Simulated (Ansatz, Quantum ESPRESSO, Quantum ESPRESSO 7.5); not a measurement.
## Evanescent states of ZnSe, zinc blende type, lattice constant set to 5.766 Å

How good a tunnel barrier is ZnSe, zinc blende type, lattice constant set to 5.766 Å?

Calculated with Quantum ESPRESSO 7.5; plane-wave DFT, LDA, GBRV ultrasoft pseudopotentials (cross-check by Ansatz 0.2.0 with PAW datasets).

### 1. The structure

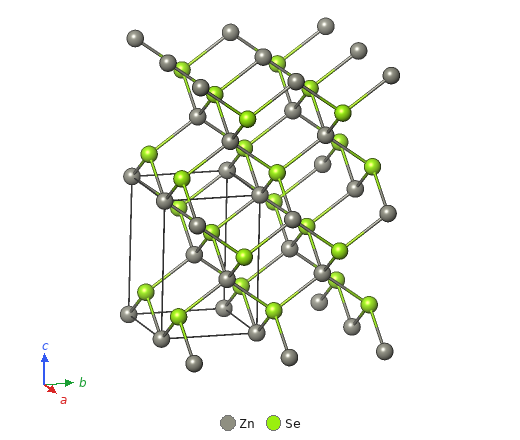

Start, viewed from the side, with the c axis up; zinc grey, selenium green. 2×2×2 cells are drawn. Some periodic images of atoms are drawn too.

### 2. Ground state

pwcond needs a cell whose third axis lies along the current and stands perpendicular to the other two.

Contents of scf.in:

```
&control
  prefix = 'scf'
  outdir = './out'
  pseudo_dir = './pseudo'
  calculation = 'scf'
  tprnfor = .true.
/
&system
  ibrav = 0
  nat = 4
  ntyp = 2
  ecutwfc = 40
  ecutrho = 200
  occupations = 'fixed'
  nbnd = 30
/
&electrons
  conv_thr = 1e-09
  mixing_beta = 0.6
  electron_maxstep = 120
/
ATOMIC_SPECIES
  Zn  65.3800  zn_lda_v1.uspp.F.UPF
  Se  78.9710  se_lda_v1.uspp.F.UPF
CELL_PARAMETERS angstrom
  4.07717770032163 0.00000000000000 0.00000000000000
  0.00000000000000 4.07717770032163 0.00000000000000
  0.00000000000000 0.00000000000000 5.76600000000000
ATOMIC_POSITIONS crystal
  Zn  0.000000000000 0.000000000000 0.000000000000
  Se  0.500000000000 0.000000000000 0.250000000000
  Zn  0.500000000000 0.500000000000 0.500000000000
  Se  0.000000000000 0.500000000000 0.750000000000
K_POINTS automatic
  6 6 6 0 0 0
```

Started as:

```console
OMP_NUM_THREADS=1 mpirun -n 2 pw.x -nk 2 -in scf.in > scf.out
```

What it wrote:

```text
Program PWSCF v.7.5 starts
[citation notice left out]

     Parallel version (MPI & OpenMP), running on       2 processor cores
     Number of MPI processes:                 2
     Threads/MPI process:                     1

     MPI processes distributed on     1 nodes
[...]
Current dimensions of program PWSCF are:
     Max number of different atomic species (ntypx) = 10
     Max number of k-points (npk) =  40000
     Max angular momentum in pseudopotentials (lmaxx) =  4
     Found identity + ( -0.5000 -0.5000 -0.5000) symmetry
     This is a supercell, fractional translations are disabled
     Message from routine setup:
     using ibrav=0 with symmetry is DISCOURAGED, use correct ibrav instead

     K-points division:     npool     =       2
     Subspace diagonalization in iterative solution of the eigenvalue problem:
     a serial algorithm will be used

     G-vector sticks info
     --------------------
     sticks:   dense  smooth     PW     G-vecs:    dense   smooth      PW
     Sum         949     749    233                30917    22031    3705

     Using Slab Decomposition

     bravais-lattice index     =            0
     lattice parameter (alat)  =       7.7047  a.u.
     unit-cell volume          =     646.8305 (a.u.)^3
     number of atoms/cell      =            4
     number of atomic types    =            2
     number of electrons       =        52.00
     number of Kohn-Sham states=           30
     kinetic-energy cutoff     =      40.0000  Ry
     charge density cutoff     =     200.0000  Ry
     scf convergence threshold =      1.0E-09
     mixing beta               =       0.6000
     number of iterations used =            8  plain     mixing
     Exchange-correlation= SLA  PZ   NOGX NOGC
                           (   1   1   0   0   0   0   0)

     celldm(1)=   7.704749  celldm(2)=   0.000000  celldm(3)=   0.000000
     celldm(4)=   0.000000  celldm(5)=   0.000000  celldm(6)=   0.000000

     crystal axes: (cart. coord. in units of alat)
               a(1) = (   1.000000   0.000000   0.000000 )
               a(2) = (   0.000000   1.000000   0.000000 )
               a(3) = (   0.000000   0.000000   1.414214 )

     reciprocal axes: (cart. coord. in units 2 pi/alat)
               b(1) = (  1.000000  0.000000  0.000000 )
               b(2) = (  0.000000  1.000000  0.000000 )
               b(3) = (  0.000000  0.000000  0.707107 )

     PseudoPot. # 1 for Zn read from file:
     ./pseudo/zn_lda_v1.uspp.F.UPF
     Pseudo is Ultrasoft, Zval = 20.0
     Generated by new atomic code, or converted to UPF format
     Using radial grid of  943 points,  6 beta functions with:
                l(1) =   0
                l(2) =   0
                l(3) =   1
                l(4) =   1
                l(5) =   2
                l(6) =   2
     Q(r) pseudized with  8 coefficients,  rinner =    1.100   1.100   1.100
                                                       1.100   1.100

     PseudoPot. # 2 for Se read from file:
     ./pseudo/se_lda_v1.uspp.F.UPF
     Pseudo is Ultrasoft + core correction, Zval =  6.0
     Generated by new atomic code, or converted to UPF format
     Using radial grid of  877 points,  6 beta functions with:
                l(1) =   0
                l(2) =   0
                l(3) =   1
                l(4) =   1
                l(5) =   2
                l(6) =   2
     Q(r) pseudized with  8 coefficients,  rinner =    1.300   1.300   1.300
                                                       1.300   1.300

     atomic species   valence    mass     pseudopotential
     Zn               20.00    65.38000     Zn( 1.00)
     Se                6.00    78.97100     Se( 1.00)

      8 Sym. Ops. (no inversion) found

   Cartesian axes

     site n.     atom                  positions (alat units)
         1        Zn     tau(   1) = (   0.0000000   0.0000000   0.0000000  )
         2        Se     tau(   2) = (   0.5000000   0.0000000   0.3535534  )
         3        Zn     tau(   3) = (   0.5000000   0.5000000   0.7071068  )
         4        Se     tau(   4) = (   0.0000000   0.5000000   1.0606602  )

     number of k points=    40
                       cart. coord. in units 2pi/alat
        k(    1) = (   0.0000000   0.0000000   0.0000000), wk =   0.0092593
        k(    2) = (   0.0000000   0.0000000   0.1178511), wk =   0.0185185
        k(    3) = (   0.0000000   0.0000000   0.2357023), wk =   0.0185185
        k(    4) = (   0.0000000   0.0000000  -0.3535534), wk =   0.0092593
        k(    5) = (   0.0000000   0.1666667   0.0000000), wk =   0.0370370
        k(    6) = (   0.0000000   0.1666667   0.1178511), wk =   0.0740741
        k(    7) = (   0.0000000   0.1666667   0.2357023), wk =   0.0740741
        k(    8) = (   0.0000000   0.1666667  -0.3535534), wk =   0.0370370
        k(    9) = (   0.0000000   0.3333333   0.0000000), wk =   0.0370370
        k(   10) = (   0.0000000   0.3333333   0.1178511), wk =   0.0740741
[...]
k(   40) = (  -0.5000000  -0.5000000  -0.3535534), wk =   0.0092593

     Dense  grid:    30917 G-vectors     FFT dimensions: (  36,  36,  50)

     Smooth grid:    22031 G-vectors     FFT dimensions: (  32,  32,  45)

     Estimated max dynamical RAM per process >      95.11 MB

     Estimated total dynamical RAM >     182.67 MB

     Initial potential from superposition of free atoms

     starting charge      51.9997, renormalised to      52.0000
     Starting wfcs are   34 randomized atomic wfcs

     total cpu time spent up to now is        1.6 secs

     per-process dynamical memory:    54.6 Mb

     Self-consistent Calculation

     iteration #  1     ecut=    40.00 Ry     beta= 0.60
     Davidson diagonalization with overlap
     ethr =  1.00E-02,  avg # of iterations =  3.1

     Threshold (ethr) on eigenvalues was too large:
     Diagonalizing with lowered threshold

     Davidson diagonalization with overlap
     ethr =  2.70E-04,  avg # of iterations =  2.4

     total cpu time spent up to now is        4.3 secs

     total energy              =   -1008.98515620 Ry
     estimated scf accuracy    <       0.14125344 Ry

     iteration #  2     ecut=    40.00 Ry     beta= 0.60
[...]
total energy              =   -1009.02229253 Ry
     estimated scf accuracy    <       0.07372418 Ry

     iteration #  3     ecut=    40.00 Ry     beta= 0.60
[...]
total energy              =   -1009.03741069 Ry
     estimated scf accuracy    <       0.00208019 Ry

     iteration #  4     ecut=    40.00 Ry     beta= 0.60
[...]
total energy              =   -1009.03760163 Ry
     estimated scf accuracy    <       0.00019686 Ry

     iteration #  5     ecut=    40.00 Ry     beta= 0.60
[...]
total energy              =   -1009.03763371 Ry
     estimated scf accuracy    <       0.00000163 Ry

     iteration #  6     ecut=    40.00 Ry     beta= 0.60
[...]
total energy              =   -1009.03764418 Ry
     estimated scf accuracy    <       0.00000032 Ry

     iteration #  7     ecut=    40.00 Ry     beta= 0.60
[...]
total energy              =   -1009.03764430 Ry
     estimated scf accuracy    <       0.00000008 Ry

     iteration #  8     ecut=    40.00 Ry     beta= 0.60
[...]
total energy              =   -1009.03764430 Ry
     estimated scf accuracy    <       0.00000004 Ry

     iteration #  9     ecut=    40.00 Ry     beta= 0.60
[...]
total energy              =   -1009.03764431 Ry
     estimated scf accuracy    <          1.8E-09 Ry

     iteration # 10     ecut=    40.00 Ry     beta= 0.60
[...]
End of self-consistent calculation

          k = 0.0000 0.0000 0.0000 (  2773 PWs)   bands (ev):

  -118.9688-118.9688 -73.6009 -73.6007 -73.6007 -73.6007 -73.6006 -73.6006
    -7.6432  -6.6972  -1.1150  -1.1150  -1.1149  -1.0586  -0.8975  -0.8975
    -0.7966  -0.7964  -0.7546  -0.6385   0.7561   3.3402   3.3402   5.3671
     5.3679   5.3679   6.1901   8.2817   8.6752  11.0801

          k = 0.0000 0.0000 0.1179 (  2770 PWs)   bands (ev):

  -118.9688-118.9688 -73.6009 -73.6007 -73.6007 -73.6007 -73.6006 -73.6006
    -7.5880  -6.7707  -1.1168  -1.1031  -1.1031  -1.0638  -0.9155  -0.9155
    -0.8012  -0.7936  -0.7574  -0.7065   1.0161   3.4480   3.4480   4.5139
     5.1813   5.1813   7.1021   8.3865   8.7974  10.6848

          k = 0.0000 0.0000 0.2357 (  2762 PWs)   bands (ev):

  -118.9688-118.9688 -73.6008 -73.6008 -73.6007 -73.6007 -73.6006 -73.6006
    -7.4324  -6.9627  -1.1178  -1.0834  -1.0692  -1.0692  -0.9616  -0.9616
    -0.8122  -0.7922  -0.7859  -0.7650   1.6470   3.4501   3.7543   3.7543
     4.7315   4.7315   8.2523   8.7019   9.0547   9.9352

          k = 0.0000 0.0000-0.3536 (  2774 PWs)   bands (ev):

  -118.9688-118.9688 -73.6008 -73.6008 -73.6006 -73.6006 -73.6006 -73.6006
    -7.2065  -7.2065  -1.1076  -1.1076  -1.0184  -1.0184  -1.0184  -1.0184
    -0.8183  -0.8183  -0.7755  -0.7755   2.4818   2.4818   4.2100   4.2100
     4.2100   4.2100   8.9962   8.9962   9.2456   9.2456

          k = 0.0000 0.1667 0.0000 (  2763 PWs)   bands (ev):

  -118.9688-118.9688 -73.6009 -73.6007 -73.6007 -73.6007 -73.6006 -73.6006
    -7.5353  -6.6996  -1.1070  -1.1009  -1.0930  -1.0350  -0.9145  -0.8865
    -0.8015  -0.7942  -0.7663  -0.5907   0.7923   2.7834   3.5085   3.9308
     4.9817   5.2890   7.4428   8.6138   9.7037  10.7920

          k = 0.0000 0.1667 0.1179 (  2765 PWs)   bands (ev):

  -118.9688-118.9688 -73.6009 -73.6008 -73.6007 -73.6007 -73.6006 -73.6006
    -7.4852  -6.7624  -1.0947  -1.0917  -1.0917  -1.0380  -0.9321  -0.9008
    -0.7980  -0.7978  -0.7660  -0.6561   0.9608   2.9689   3.4461   3.6063
     5.1343   5.1348   7.5457   8.7185   9.7793  11.0361

[...]
highest occupied, lowest unoccupied level (ev):     5.3679    6.1901

!    total energy              =   -1009.03764431 Ry
     estimated scf accuracy    <          2.9E-10 Ry

     The total energy is the sum of the following terms:
     one-electron contribution =    -951.98351668 Ry
     hartree contribution      =     486.78117680 Ry
     xc contribution           =    -141.59004932 Ry
     ewald contribution        =    -402.24525510 Ry

     convergence has been achieved in  10 iterations

     Forces acting on atoms (cartesian axes, Ry/au):

     atom    1 type  1   force =     0.00000000    0.00000000    0.00000000
     atom    2 type  2   force =     0.00000000    0.00000000   -0.00000001
     atom    3 type  1   force =     0.00000000    0.00000000    0.00000000
     atom    4 type  2   force =     0.00000000    0.00000000    0.00000001

     Total force =     0.000000     Total SCF correction =     0.000001
     SCF correction compared to forces is large: reduce conv_thr to get better values

[...]
=------------------------------------------------------------------------------=
   JOB DONE.
=------------------------------------------------------------------------------=
```

It took 23 s on 2 MPI ranks of Intel Xeon Platinum 8559C (Emerald Rapids), shared host; peak memory 0.23 GiB; 45 s of CPU time.

Numbers from this step:

* free energy: -13728.6565 eV
* valence top, on the run's zero: 5.368 eV
* conduction bottom, on the run's zero: 6.190 eV
* gap by band count: 0.8223 eV

The program's own clock; routines nest. Time by routine:

| routine | wall time (s) | calls |
| --- | --- | --- |
| PWSCF | 22.13 | 1 |
| electrons | 20.27 | 1 |
| c_bands | 16.66 | 11 |
| cegterg | 13.59 | 220 |
| h_psi | 9.14 | 1036 |
| fftw | 7.25 | 45730 |
| vloc_psi | 7.24 | 1036 |
| sum_band | 2.82 | 11 |
| init_run | 1.44 | 1 |
| calbec | 1.35 | 1336 |
| h_psi:calbec | 0.96 | 1036 |
| s_psi | 0.87 | 1036 |
| add_vuspsi | 0.86 | 1036 |
| newd | 0.8 | 11 |

The run needed 10 iterations to bring the estimated error under 1e-09 Ry.

(Part 1 of 4 ends here.)

[Logs are printed without paths, hosts, clocks, repeated set-up lines and the standing remarks that a program may print on its own settings, such as how far it seeks lower states.]

[Hosts, paths, dates, database ids (printed as entryN), source tags and the programs' standing remarks are cut or masked in the printed files.]

[Maps of the electrostatic potential energy from Ansatz leave out the sawtooth potential of an applied field or a dipole correction, so their vacuum need not be flat; planar profiles and work functions include it.]
